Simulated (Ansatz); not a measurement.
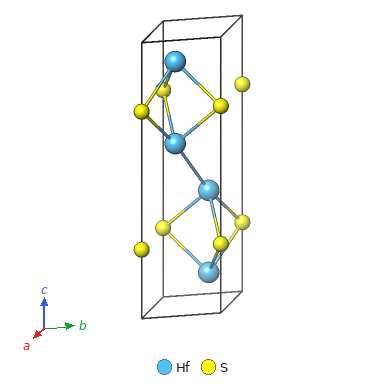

System: Hf₂S, space group P6_3/mmc (No. 194). The picture shows the cell.

The given structure:
```yaml
crystal:
  lattice:
    - [3.34017, 0.00000, 0.00000]
    - [-1.67008, 2.89267, 0.00000]
    - [0.00000, 0.00000, 11.70915]
  atoms:
    - { symbol: Hf, position: [0.66667, 0.33333, 0.89871] }
    - { symbol: Hf, position: [0.33333, 0.66667, 0.39871] }
    - { symbol: Hf, position: [0.66667, 0.33333, 0.60129] }
    - { symbol: Hf, position: [0.33333, 0.66667, 0.10129] }
    - { symbol: S, position: [0.00000, 0.00000, 0.75000] }
    - { symbol: S, position: [0.00000, 0.00000, 0.25000] }
```

How it was computed, with Ansatz 0.2.0: elastic stress-strain coefficients at zero temperature from small strains of the given cell, Voigt order xx yy zz yz xz xy, Cartesian axes of the cell vectors; plane waves with PAW datasets, Γ-centred k mesh. Level: PBEsol, no spin polarisation.

```tsv
setting	value
wave cutoff	420 eV
k mesh	12×12×4
occupations	Fermi–Dirac
smearing width	0.15 eV
ions	relaxed
strain amplitude	0.005
```

What does the calculation give for the sound velocities against the direction of travel in the xy, xz and yz planes, from the elastic constants and the density?

Along x the longitudinal wave runs at 4.32 km/s and the transverse ones at 2.97 and 2.32 km/s; along y the longitudinal wave runs at 4.32 km/s and the transverse ones at 2.97 and 2.32 km/s; along z the longitudinal wave runs at 5.00 km/s and the transverse ones at 2.97 and 2.97 km/s; along x + y they run at 4.32, 2.97 and 2.32 km/s (density 11.4 g/cm³). Over all directions E runs from 161 to 235 GPa, a ratio of 1.46. E is 161 GPa along x, 161 GPa along y and 220 GPa along z, and 208 GPa along the body diagonal x + y + z. The Hill averages are K = 142 GPa and G = 78 GPa, Poisson's ratio 0.27; K/G = 1.81.

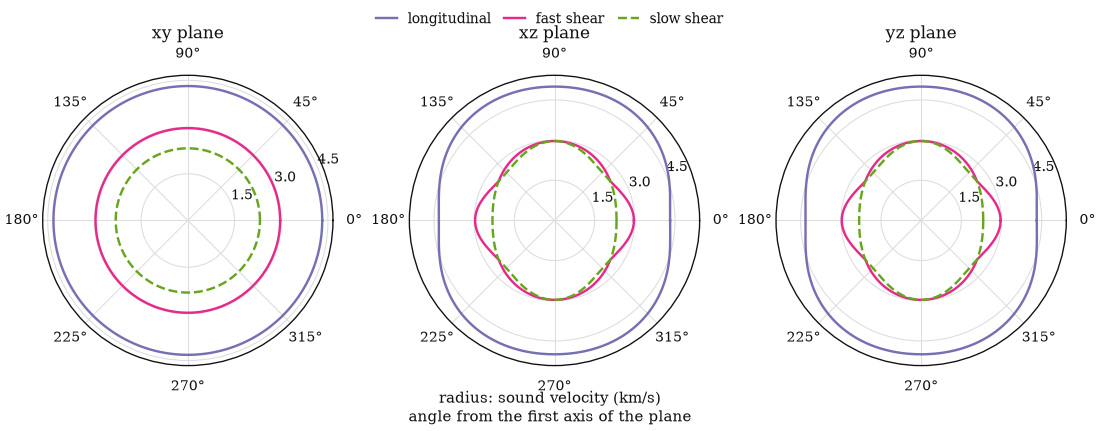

Caveats: metal sensitive to the k mesh.
